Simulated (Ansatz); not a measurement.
## Wannier-function calculation, with input and output: KCl

System: KCl (P6₃/mmc, 4 atoms in the cell).
Method: maximally localised Wannier functions of r2SCAN bands, plane waves, PAW, no spin polarisation (Ansatz 0.2.0).

The structure was built on a prototype by a generator. The geometry comes from this level: r2SCAN. It belongs to a series of runs on one base structure; here: cation s and anion p, disentangled.

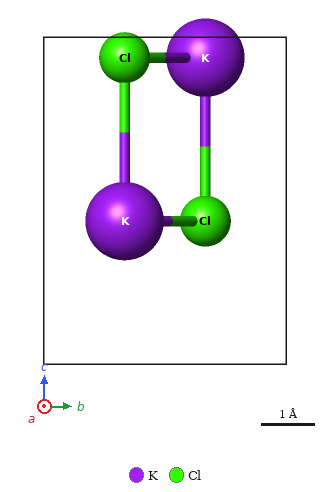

*The input geometry (ball-and-stick view of the cell of the calculation, along the a axis). An atom can appear more than once, as a periodic image.*

Near neighbours in the periodic cell (some may lie outside the picture): K has 5 Cl at 3.09 to 3.12 Å; Cl has 5 K at 3.09 to 3.12 Å.

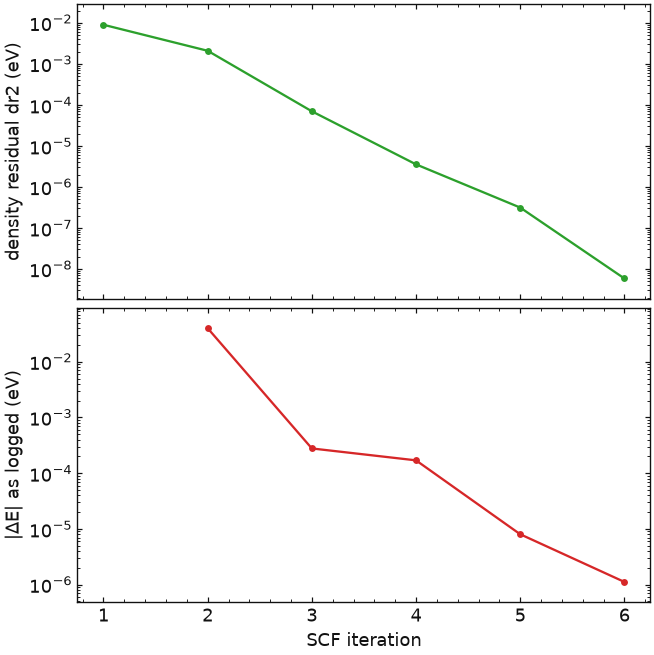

*Convergence of the self-consistent field: density residual dr2 and size of the energy change against the SCF iteration.*

The residual falls at every step.

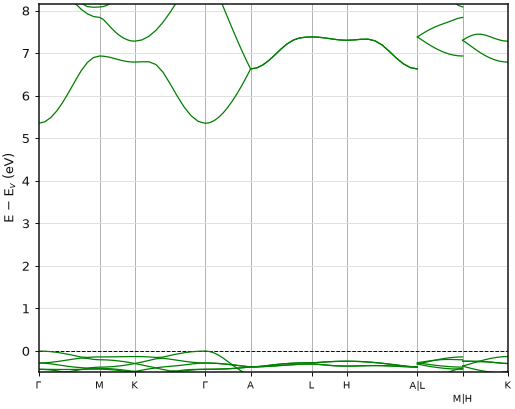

*Band structure along Γ–M–K–Γ–A–L–H–A|L–M|H–K, with energies from the valence-band top.*

There is a gap of 5.35 eV on this path, direct, at Γ.

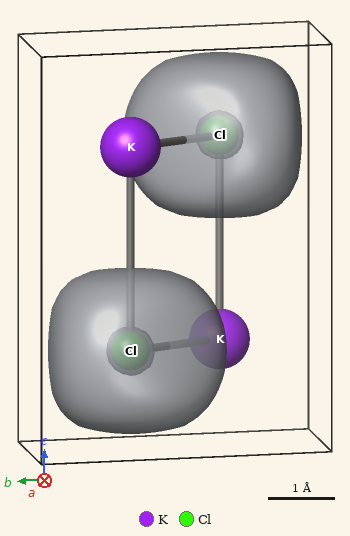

*Isosurface of the electron localisation function at 0.65 (grey), seen at an oblique angle. Only the valence region is drawn (cores and ρ < 0.01 e/Å³ removed). Sticks mark near contacts. The outline is the cell set on symmetry axes.*

Along the contacts the grid gives the following. The fields are those of the smooth PAW valence density.

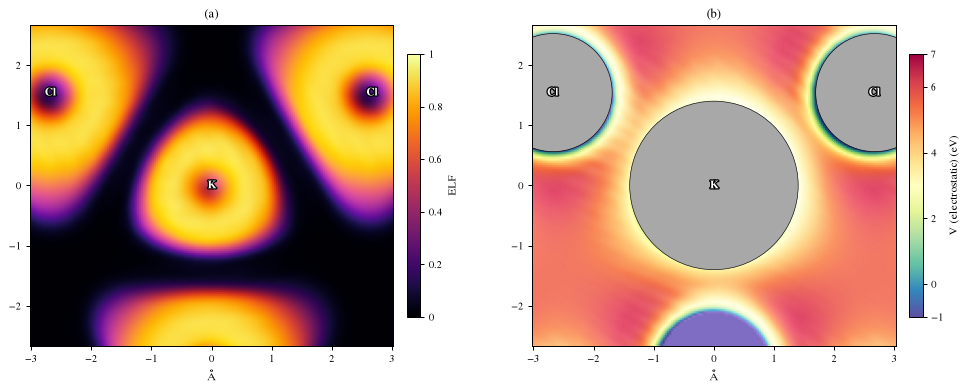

*(a) ELF; (b) electrostatic potential (local pseudopotential plus Hartree) felt by an electron on the (001) plane of the conventional cell. Grey discs, where drawn, cover atomic cores.*

The section cuts through K and Cl sites. K–Cl (3.09 Å): the ELF peaks at about 0.90 in the valence shell of Cl, 0.8 Å from its nucleus, and drops to about 0.05 between the two atoms, as expected for two separate closed shells. The strong features right at K lie inside the PAW spheres (semicore, d or f shells) and say nothing about bonding. Outside the cores the potential energy rises away from the atoms and is highest about 1.7 Å from the nearest atoms; outside the discs it spans about 7 eV, and its zero is arbitrary.

These pictures come from the run below.

## Input file
```yaml
crystal:
  lattice:
    - [5.3438034984, 0.0, 0.0]
    - [-2.6719017492, 4.6278695824, 0.0]
    - [0.0, 0.0, 6.2391671764]
  atoms:
    - { symbol: K, position: [0.3333333333, 0.6666666667, -0.0625] }
    - { symbol: K, position: [0.6666666667, 0.3333333333, 0.4375] }
    - { symbol: Cl, position: [0.3333333333, 0.6666666667, 0.4375] }
    - { symbol: Cl, position: [0.6666666667, 0.3333333333, 0.9375] }
kpoints:
  mp_grid: { grid: [6, 6, 4] }
  band_path:
    path:
      - [[0.0, 0.0, 0.0], [0.5, 9.956307819218e-18, 1.989483370346e-35], [0.3333333333333, 0.3333333333333, 2.498063769557e-36], [0.0, 0.0, 0.0], [8.110369853457e-52, -1.556235173613e-51, 0.5], [0.5, 9.956307819218e-18, 0.5], [0.3333333333333, 0.3333333333333, 0.5], [8.110369853457e-52, -1.556235173613e-51, 0.5]]
      - [[0.5, 9.956307819218e-18, 0.5], [0.5, 9.956307819218e-18, 1.989483370346e-35]]
      - [[0.3333333333333, 0.3333333333333, 0.5], [0.3333333333333, 0.3333333333333, 2.498063769557e-36]]
    npoints: 10
hamiltonian:
  xc: r2scan
scf:
  occupations: { method: fixed }
  n_extra_bands: 8
output:
  forces: false
  stress: false
  eigenvalues: true
  wannier:
    kmesh: [6, 6, 4]
    projections: [{ species: K, l: s, shell: 4 }, { species: Cl, l: p, shell: 3 }]
    minimise: true
    write_hr: true
    conv_tol: 1.0e-08
    max_iter: 3000
    disentanglement: { window: [-10.86, 16.49], frozen_window: [-7.86, 5.29] }
  write_density: true
  write_potential: true
  elf: true
  volumetric_format: npy
```

## File wannier.win
```
! ansatz wannier90 interface
! projections by site (counted from 0) and shell: 0 4S, 1 4S, 2 3P, 3 3P
! states of the run's bands (counted from 1): 1-44
num_bands = 44
num_wann  = 8
num_iter  = 2000
conv_tol = 1e-8
conv_window = 5
dis_win_min = -10.86
dis_win_max = 16.49
dis_froz_min = -7.86
dis_froz_max = 5.29
dis_num_iter = 10000
guiding_centres = true
shell_list = 2 1
write_hr = true

begin unit_cell_cart
Ang
        5.343803498373121                      0.0                      0.0
      -2.6719017491865604        4.627869582423278                      0.0
                      0.0                      0.0             6.2391671764
end unit_cell_cart

begin atoms_frac
K         0.3333333333333333       0.6666666666666666                  -0.0625
K         0.6666666666666666       0.3333333333333333                   0.4375
Cl        0.3333333333333333       0.6666666666666666                   0.4375
Cl        0.6666666666666666       0.3333333333333333                   0.9375
end atoms_frac

mp_grid = 6 6 4
```

Launched with:
```bash
ansatz run input.yaml --threads 4 --pin off --max-ram 3686MiB --backend cpu --events-out ev --progress --plain --runs-dir out
```

## What the program printed
```
scf.n_extra_bands = 8 over 16 filled bands (N_el = 32.0): the run solves 24 bands
Engine: ansatz 0.2.0, aarch64-unknown-linux-gnu
Pseudopotentials: kind: paw
Pseudopotential: K, paw, valence charge 9, recommended cutoff 500 eV (meta_gga), K.paw.azcp
Pseudopotential: Cl, paw, valence charge 7, recommended cutoff 500 eV (meta_gga), Cl.paw.azcp
Functional definition: r2SCAN
  parameter k0 = 0.174
  parameter k1 = 0.065
  parameter a1 = 4.9479
  exchange = r2scan_x(k0 = k0, k1 = k1, a1 = a1)
  correlation = r2scan_c
Crystal: 4 atoms, lattice volume = 154.297 Å³
Basis set: ecut = 500 eV, 3899 PW (Γ), exchange–correlation on 160×160×192 points (64 copies of the dense FFT grid, shifted against one another)
Bands: 24, of which v1, the nominal top of the filled ones, is band 16 counted from 1 (15 counted from 0)
Symmetry: 24 space group operations
Space group: P63/mmc (ITA 194), of the structure as read, at distance tolerance 5.4e-5 Å
k-points: 21 of 144
Non-local potential: K, projectors of the file, l = 0: 3, l = 1: 2, l = 2: 2
Non-local potential: Cl, projectors of the file, l = 0: 2, l = 1: 2, l = 2: 2
PAW form: soft (Blöchl's): semilocal exchange-correlation on the pseudo side does not see the compensation charge
PAW frozen core: K, regenerated for the run's functional (the file was generated under x = pbe(κ = 0.804, μ = 0.2195149727645171), c = pbe(β = 0.06672455060314922))
PAW frozen core: Cl, regenerated for the run's functional (the file was generated under x = pbe(κ = 0.804, μ = 0.2195149727645171), c = pbe(β = 0.06672455060314922))
PAW one-centre angular grid: K, 302 points (default); XC on 160 Gauss nodes
PAW one-centre angular grid: Cl, 302 points (default); XC on 160 Gauss nodes
Initial density: superposition of atomic densities (neutral atoms: chi_scale 0, normalization atom), corrected by the library's trained network
Initial wavefunctions: pseudopotential atomic-orbital guess
Functional: x = r2scan, c = r2scan; τ floored in thin density (d = 2e-4 eV/Å³)
SCF iter   1: F=—  HF=-5260.638211 eV  |F-HF|=—  |Δ(HF+E_count)|=         —  Δρ=3.46e-3  dr2=9.00e-3  dr2_τ=3.37e-3  ethr=1.77e-3  ⟨swp⟩=5.0  Hψ=2107  notcnv=0  defer=112
preconditioner: auto → Resta (q_TF=auto, 2.099 Å⁻¹)  ε∞=2.0  [insulator: Δε(μ)=5.428 eV  Ē_g=15.820 eV  n_scr=22 (ndim 8)  ℏωp=15.8 eV  f_vac=0.253  ε∞_Penn≈2.0]
SCF iter   2: F=—  HF=-5260.678070 eV  |F-HF|=—  |Δ(HF+E_count)|=   3.99e-2  Δρ=1.70e-3  dr2=2.09e-3  dr2_τ=7.73e-5  ethr=2.81e-5  ⟨swp⟩=3.0  Hψ=1073  notcnv=0  defer=126
SCF iter   3: F=—  HF=-5260.678347 eV  |F-HF|=—  |Δ(HF+E_count)|=   2.78e-4  Δρ=2.43e-4  dr2=7.00e-5  dr2_τ=1.18e-5  ethr=6.54e-6  ⟨swp⟩=2.9  Hψ=786  notcnv=0  defer=126
SCF iter   4: F=—  HF=-5260.678518 eV  |F-HF|=—  |Δ(HF+E_count)|=   1.70e-4  Δρ=3.74e-5  dr2=3.56e-6  dr2_τ=7.17e-7  ethr=2.19e-7  ⟨swp⟩=2.9  Hψ=820  notcnv=0  defer=126
SCF iter   5: F=—  HF=-5260.678526 eV  |F-HF|=—  |Δ(HF+E_count)|=   8.03e-6  Δρ=1.05e-5  dr2=3.15e-7  dr2_τ=1.19e-8  ethr=1.11e-8  ⟨swp⟩=2.0  Hψ=582  notcnv=0  defer=126
SCF iter   6: F=-5260.678527 eV  HF=-5260.678527 eV  |F-HF|=2.12e-8  |Δ(HF+E_count)|=   1.12e-6  Δρ=1.47e-6  dr2=5.89e-9  dr2_τ=3.03e-10  ethr=3.13e-10  ⟨swp⟩=11.4  Hψ=2930  notcnv=0
SCF 1 converged in 6 iterations: F = -5260.678527 eV  dr2 = 5.89e-9
  greatest PAW one-centre occupation: 0.989 electrons in one spin orbital (limit 2), on the K atom at site 1 (counted from 0), in its partial waves of l = 0
NSCF: frozen V_eff on 93 k-points
NSCF: frozen V_eff on 25 k-points
the Wannier pass solved 25 of the 144 points of its mesh, and has the states at the others by symmetry: states obtained by the crystal's operations at points that were solved too leave a residual of 1.90e-13 eV (read by the count's bands and the next), within 5.56e-6 eV
NSCF: frozen V_eff on 25 k-points
the Wannier pass solved 25 of the 144 points of its mesh, and has the states at the others by symmetry: states obtained by the crystal's operations at points that were solved too leave a residual of 2.80e-13 eV (read by the count's bands and the next), within 5.56e-6 eV
NSCF: frozen V_eff on 25 k-points
the Wannier pass solved 25 of the 144 points of its mesh, and has the states at the others by symmetry: states obtained by the crystal's operations at points that were solved too leave a residual of 3.31e-13 eV (read by the count's bands and the next), within 5.56e-6 eV
NSCF: frozen V_eff on 25 k-points
the Wannier pass solved 25 of the 144 points of its mesh, and has the states at the others by symmetry: states obtained by the crystal's operations at points that were solved too leave a residual of 8.43e-13 eV (read by the count's bands and the next), within 5.56e-6 eV
SCF converged after 6 iterations
Free energy (F): -5260.678527 eV
Harris-Foulkes:  -5260.678527 eV  (|F-HF|=2.12e-8)
Internal energy: -5260.678527 eV  (E = F + TS)
E sigma→0 (E₀):  -5260.678527 eV
Fermi energy:    -0.858441 eV
--- Per-component energies (eV) ---
  E_band       = -328.955700
  E_kinetic    = 831.205650
  E_local      = -2018.893913  (includes V_loc(G=0)·N_el)
  E_nonlocal   = 81.599483
  E_hartree    = 712.783692
  E_xc         = -477.523314
  E_vxc        = -644.676742  (∫ρ·V_xc dr)
  E_paw        = -2908.899162  (= ΣΔE_a)
  E_vpaw       = -40.988528  (= ΣTr[D̂ρ^β])
  E_aug_tail   = 0.000070  (compensation charges beyond the density's cutoff)
  E_vtau       = 37.231495  (kinetic-family band-sum trace: ∫τ·v_τ [+ j·A + Jᵃ·Aᵃ] dr)
  E_ewald      = -1480.285849
  E_core_change = -0.665184  (= ΣΔE_core)
  E_smearing   = -0.000000  (= −TS)
  E_closure    = 0.000000  (closes the sum)
  Σ components = -5260.678527   (vs F -5260.678527, Δ=0.00e0)
--- Band table (eV; the first three rows and the last of 21) ---
  k-point 0: bands = ["-29.2110", "-29.1987", "-13.4658", "-13.3801", "-12.0148", "-11.9794", "-11.9794", "-11.9321", "-11.9321", "-11.8923", "-1.4076", "-1.2876", "-1.2876", "-1.1400", "-1.1400", "-0.8584", "4.4945", "7.9718", "7.9902", "7.9902", "8.9131", "8.9131", "8.9470", "9.1175"]
  k-point 1: bands = ["-29.2091", "-29.2004", "-13.5050", "-13.4505", "-11.9723", "-11.9723", "-11.9388", "-11.9388", "-11.9109", "-11.8304", "-1.4713", "-1.2746", "-1.2746", "-1.1709", "-1.1709", "-1.1060", "4.8745", "6.9658", "8.3689", "8.3689", "9.0504", "9.0504", "9.5502", "9.7740"]
  k-point 2: bands = ["-29.2047", "-29.2047", "-13.5275", "-13.5275", "-11.9554", "-11.9554", "-11.9554", "-11.9554", "-11.7924", "-11.7924", "-1.4359", "-1.4359", "-1.2317", "-1.2317", "-1.2317", "-1.2317", "5.7722", "5.7722", "9.2672", "9.2672", "9.2672", "9.2672", "9.5243", "9.5243"]
  k-point 20: bands = ["-29.2036", "-29.2036", "-13.6481", "-13.6481", "-11.9729", "-11.9729", "-11.8982", "-11.8982", "-11.6792", "-11.6792", "-1.6626", "-1.6626", "-1.2122", "-1.2122", "-1.0979", "-1.0979", "6.4470", "6.4470", "8.5136", "8.5136", "9.0245", "9.0245", "9.1008", "9.1008"]
Wannier search: line search 1 of at most 3000: gauge-dependent spread (as the search counts it) 0.1419852 Å², largest recent change 1.3e-1 Å² and fall left 8.4e-6 Å² against conv_tol 1.0e-8 Å², 0 stops escaped
```

## File rho_z.tsv
```
# z_ang	rho[e/angstrom^3]
# format = ansatz-planar-average/11
# lattice	5.343803498	0.000000000	0.000000000
# lattice	-2.671901749	4.627869582	0.000000000
# lattice	0.000000000	0.000000000	6.239167176
# sites	4
# site	19	0.000000000	3.085246388	-0.389947949
# site	19	2.671901749	1.542623194	2.729635640
# site	17	0.000000000	3.085246388	2.729635640
# site	17	2.671901749	1.542623194	5.849219228
0.000000	3.833993e-1
0.129983	3.058107e-1
0.259965	2.230338e-1
0.389948	1.520456e-1
0.519931	1.001434e-1
0.649913	6.572525e-2
0.779896	4.422825e-2
0.909879	3.152795e-2
1.039861	2.490160e-2
1.169844	2.284807e-2
1.299826	2.490160e-2
1.429809	3.152795e-2
1.559792	4.422825e-2
1.689774	6.572525e-2
1.819757	1.001434e-1
1.949740	1.520456e-1
2.079722	2.230338e-1
2.209705	3.058107e-1
2.339688	3.833993e-1
2.469670	4.393248e-1
2.599653	4.686450e-1
2.729636	4.769859e-1
2.859618	4.686450e-1
2.989601	4.393248e-1
3.119584	3.833993e-1
3.249566	3.058107e-1
3.379549	2.230338e-1
3.509532	1.520456e-1
3.639514	1.001434e-1
3.769497	6.572525e-2
3.899479	4.422825e-2
4.029462	3.152795e-2
4.159445	2.490160e-2
4.289427	2.284807e-2
4.419410	2.490160e-2
4.549393	3.152795e-2
4.679375	4.422825e-2
4.809358	6.572525e-2
4.939341	1.001434e-1
5.069323	1.520456e-1
5.199306	2.230338e-1
5.329289	3.058107e-1
5.459271	3.833993e-1
5.589254	4.393248e-1
5.719237	4.686450e-1
5.849219	4.769859e-1
5.979202	4.686450e-1
6.109185	4.393248e-1
```

## File v_z.tsv
```
# z_ang	v_es[eV]	v_tot[eV]
# format = ansatz-planar-average/11
# xc	r2scan
# density_cutoff_ev	2000
# datasets	K=:simpson_from_first_knot:soft:shift=0	Cl=:simpson_from_first_knot:soft:shift=0
# lattice	5.343803498	0.000000000	0.000000000
# lattice	-2.671901749	4.627869582	0.000000000
# lattice	0.000000000	0.000000000	6.239167176
# sites	4
# site	19	0.000000000	3.085246388	-0.389947949
# site	19	2.671901749	1.542623194	2.729635640
# site	17	0.000000000	3.085246388	2.729635640
# site	17	2.671901749	1.542623194	5.849219228
0.000000	-1.328332e0	-1.043746e1
0.129983	1.421081e-1	-8.254554e0
0.259965	1.718894e0	-5.904611e0
0.389948	3.108204e0	-3.667026e0
0.519931	4.075551e0	-1.867449e0
0.649913	4.652233e0	-4.774128e-1
0.779896	5.001866e0	3.320359e-1
0.909879	5.212123e0	8.337422e-1
1.039861	5.325190e0	1.235421e0
1.169844	5.360310e0	1.223522e0
1.299826	5.325190e0	1.235421e0
1.429809	5.212123e0	8.337422e-1
1.559792	5.001866e0	3.320359e-1
1.689774	4.652233e0	-4.774128e-1
1.819757	4.075551e0	-1.867449e0
1.949740	3.108204e0	-3.667026e0
2.079722	1.718894e0	-5.904611e0
2.209705	1.421081e-1	-8.254554e0
2.339688	-1.328332e0	-1.043746e1
2.469670	-2.484500e0	-1.209534e1
2.599653	-3.217158e0	-1.314523e1
2.729636	-3.468048e0	-1.347636e1
2.859618	-3.217158e0	-1.314523e1
2.989601	-2.484500e0	-1.209534e1
3.119584	-1.328332e0	-1.043746e1
3.249566	1.421081e-1	-8.254554e0
3.379549	1.718894e0	-5.904611e0
3.509532	3.108204e0	-3.667026e0
3.639514	4.075551e0	-1.867449e0
3.769497	4.652233e0	-4.774128e-1
3.899479	5.001866e0	3.320359e-1
4.029462	5.212123e0	8.337422e-1
4.159445	5.325190e0	1.235421e0
4.289427	5.360310e0	1.223522e0
4.419410	5.325190e0	1.235421e0
4.549393	5.212123e0	8.337422e-1
4.679375	5.001866e0	3.320359e-1
4.809358	4.652233e0	-4.774128e-1
4.939341	4.075551e0	-1.867449e0
5.069323	3.108204e0	-3.667026e0
5.199306	1.718894e0	-5.904611e0
5.329289	1.421081e-1	-8.254554e0
5.459271	-1.328332e0	-1.043746e1
5.589254	-2.484500e0	-1.209534e1
5.719237	-3.217158e0	-1.314523e1
5.849219	-3.468048e0	-1.347636e1
5.979202	-3.217158e0	-1.314523e1
6.109185	-2.484500e0	-1.209534e1
```

## File wannier.spreads.toml
```
omega_i_ang2 = 14.986884355526058
omega_d_ang2 = 0.0010255031180181446
omega_od_ang2 = 0.14093363180571883
omega_total_ang2 = 15.128843490449794
least_projectability = -3.4132577450836644e-16
b_vectors_match_mmn = true
n_iter = 7
converged = true
rejected_fitted_steps = 0
dis_converged = true
dis_n_iter = 58
dis_n_moved = 2
dis_level_miss = 0.0024324929351008653

[[wannier]]
r = [2.6719017491867265, 1.5174590328573798, 5.849219227873618]
spread = 1.3854254332410534

[[wannier]]
r = [0.00000000000019810581629682932, 3.1104105495591248, 2.7296356396756627]
spread = 1.3854254332430216

[[wannier]]
r = [0.00000000000295034701590205, 3.0602840555319353, 2.7296356396754105]
spread = 1.3854261505830934

[[wannier]]
r = [2.671901749185923, 1.567585526890003, 5.849219227876652]
spread = 1.385426150586433

[[wannier]]
r = [2.67190174918506, 1.5426231465572497, 5.849219227873296]
spread = 1.4169047204736884

[[wannier]]
r = [0.00000000000008261522115973292, 3.0852464358682057, 2.729635639672718]
spread = 1.4169047204767224

[[wannier]]
r = [5.343803498411376, -0.00001509512396148853, 2.729635639673323]
spread = 3.376665440921478

[[wannier]]
r = [-2.6719017491898107, 4.627884677497023, -0.3899479485228214]
spread = 3.3766654409240324

[[curvature_check]]
after_line_search = 7
omega_tilde_before_ang2 = 0.14195913492373696
krylov_steps = 20
lowest_ritz_value_ang2 = -9.388028378591843e-8
residual_ang2 = 1.4488465363438392e-18
settled = true
first_negative_step = 5
curvature_along_ang2 = -9.38802837859185e-8
angle_rad = 0.0
omega_tilde_lowest_ang2 = 0.14195913492373696
outcome = "no-descent"
```

## Key numbers

- outcome: converged
- space group (tolerance 0.01 Å): P6₃/mmc (194)
- electrons treated: 32
- free energy: −5260.6785 eV
- total spread of the Wannier functions: 15.129 Å²
- Fermi energy: −0.858 eV
- gap on the k-point mesh: 5.35 eV
- hardware: 4 threads of Arm Neoverse V1, 24 GiB of memory available, shared host
- wall time: 43 s (CPU time 2.7 min)
- peak memory: 1.2 GiB
